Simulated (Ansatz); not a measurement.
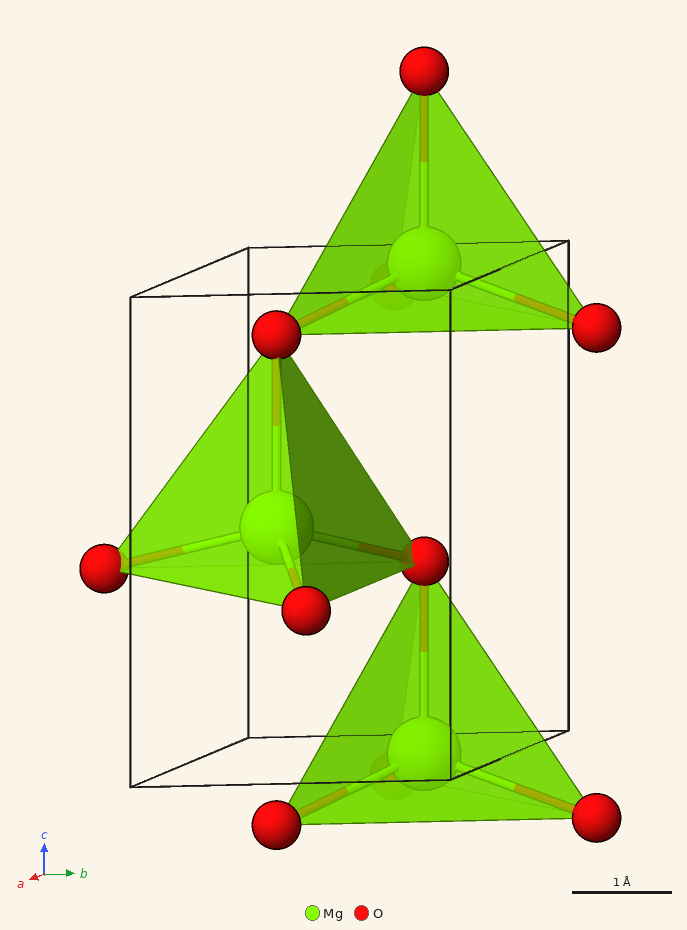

The image is a polyhedral drawing of a crystal, viewed slightly off an axis. The unit cell is drawn as a box. Some atoms of the next cells are drawn as well.

MgO, a = 3.222 Å, b = 3.272 Å, c = 5.034 Å, α = 90.00°, β = 90.00°, γ = 119.50°. Strictly the space group is Cmc2_1 (No. 36, within 0.01 Å). It is a distorted form of a primitive hexagonal structure, space group P6_3mc (No. 186) within 0.25 Å: wurtzite. The structure was taken from a structure type filled with these elements by a generator (whether the compound takes this form wasn't checked). The cell was then strained or its atoms displaced on purpose. A calculation with Ansatz used it as input.

This one geometry was computed with Ansatz (DFT, plane waves, PAW) at three levels of theory: HSE06, r2SCAN and PBE. It was relaxed with r2SCAN and then strained.

Which level gives the highest pressure at this volume, and what does that say about its equilibrium volume?

Answer. Highest: PBE (6.8 GPa), which points to the largest equilibrium volume. Lowest, with the smallest volume: HSE06 (2.8 GPa) and r2SCAN (2.8 GPa). Levels within 0.5 GPa of each other can't be told apart.

How does the band gap change with the level of theory?

Answer. PBE: a gap of 3.70 eV, direct; r2SCAN: a gap of 4.38 eV, direct; HSE06: a gap of 5.32 eV, direct.

Collect the results in a table.

Answer.
| level | cutoff (eV) | k-mesh of the run's cell | gap (eV) | pressure (GPa) |
| --- | --- | --- | --- | --- |
| HSE06 | 420 | 6×6×4 | 5.32 | 2.8 |
| r2SCAN | 500 | 12×12×6 | 4.38 | 2.8 |
| PBE | 420 | 12×12×6 | 3.70 | 6.8 |

Gaps are taken on the k-mesh or band path of each run.
